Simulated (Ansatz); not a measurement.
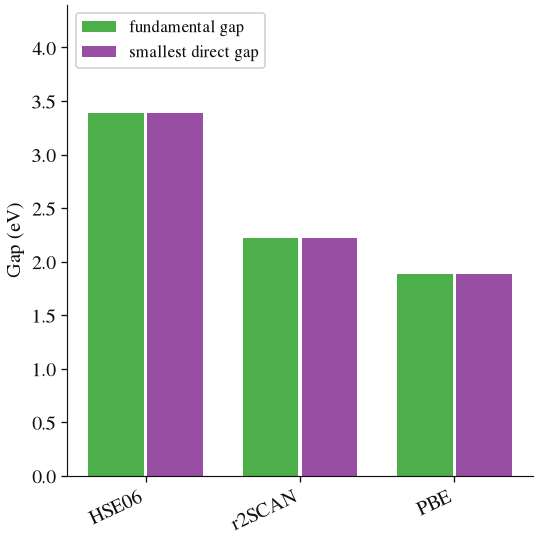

Gaps of TiO2, space group P4_2/mnm (No. 136), 6 atoms in the cell, rutile type, at several levels of theory on one cell (Ansatz, plane waves and PAW; edges over the mesh and the special points).

> How does the gap depend on the level, and does its kind change?

In rising order: PBE 1.89 eV, r2SCAN 2.22 eV and HSE06 3.38 eV. It is direct at every level.
